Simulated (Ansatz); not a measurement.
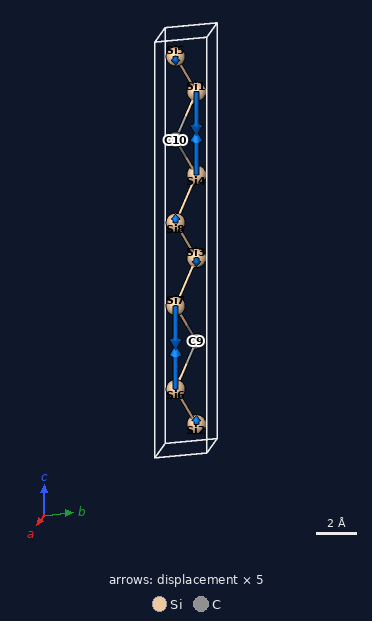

This is a relaxation of crystalline Si$_{4}$C (a generated structure, set up in P6_3/mmc) (coarse preliminary run). The starting structure is drawn; blue arrows show the displacements (the part carried along by the change of the cell is left out), 5 times their true length.

Style: ball-and-stick. Shown: the cell of the calculation, slightly off an axis.

The calculation used Ansatz 0.2.0, DFT PBE, scalar-relativistic, plane waves, PAW.

Input
```yaml
crystal:
  lattice:
    - [2.7895866, 0.0, 0.0]
    - [-1.3947933, 2.41585286, 0.0]
    - [0.0, 0.0, 21.84173446]
  atoms:
    - { symbol: Si, position: [0.33333333, 0.66666667, 0.85] }
    - { symbol: Si, position: [0.33333333, 0.66666667, 0.05] }
    - { symbol: Si, position: [0.33333333, 0.66666667, 0.45] }
    - { symbol: Si, position: [0.33333333, 0.66666667, 0.65] }
    - { symbol: Si, position: [0.66666667, 0.33333333, 0.95] }
    - { symbol: Si, position: [0.66666667, 0.33333333, 0.15] }
    - { symbol: Si, position: [0.66666667, 0.33333333, 0.35] }
    - { symbol: Si, position: [0.66666667, 0.33333333, 0.55] }
    - { symbol: C, position: [0.33333333, 0.66666667, 0.25] }
    - { symbol: C, position: [0.66666667, 0.33333333, 0.75] }
basis:
  ecutwfc: 420
kpoints:
  mp_grid: { grid: [6, 6, 1] }
hamiltonian:
  xc: pbe
scf:
  occupations: { method: gaussian, width: 0.1 }
  lower_state_search: "off"
output:
  forces: true
  stress: true
  eigenvalues: true
relax:
  adjacent_minimum: "off"
  f_tol: 0.04
  max_steps: 70
  cell: { stress_tol: 0.4 }
```

Launched with:
```bash
ansatz run input.yaml --threads 1 --pin off --max-ram 2560MiB --backend cpu --events-out ev --progress --plain --runs-dir out
```

**Atoms of which element are displaced furthest, and by how much?**

Silicon: up to 0.47 Å, against 0.00 Å for carbon.

**What did the optimiser do to the structure, and how much energy did it gain?**

After 18 accepted moves (21 points after the start) the energy has fallen by 7.977 eV per cell of the calculation. Largest force component: 1.5 eV/Å at the start, 0.011 eV/Å at the end. The pressure goes from −10.16 to 0.09 GPa. The line search rejected the trial steps at points 5, 8 of the run. The SCF was repeated once at an unchanged geometry on a basis and grid sized afresh for the cell, which shifted the energy by 3.8 meV per cell of the calculation at most. The largest moves relative to the cell, 0.47 Å, are those of Si1, Si4, Si6 and Si7. Si4 goes along +c. C stays in place. Cell: a = b 2.790 → 2.931 Å (+5.1 %), c 21.842 → 16.926 Å (−22.5 %). Volume −14.5 %. Among the contacts that change: Si1–Si4 4.368 → 2.437 Å, Si1–C10 2.714 → 2.085 Å, Si2–Si5 2.714 → 2.533 Å, Si1–Si1 2.790 → 2.931 Å. Among the angles between lasting bonds that change: Si2–Si5–Si2 61.9° → 70.7°, Si1–Si5–Si2 107.2° → 98.8°, Si5–Si1–Si5 61.9° → 66.5°. The space group stays P6_3/mmc (No. 194). The run took 41 s on 1 thread of Intel(R) Xeon(R) Platinum 8488C (Sapphire Rapids), with other jobs on the host, peak memory 0.45 GiB.

Limits of the set-up: the k-point mesh is coarse for a cell with partly filled bands.
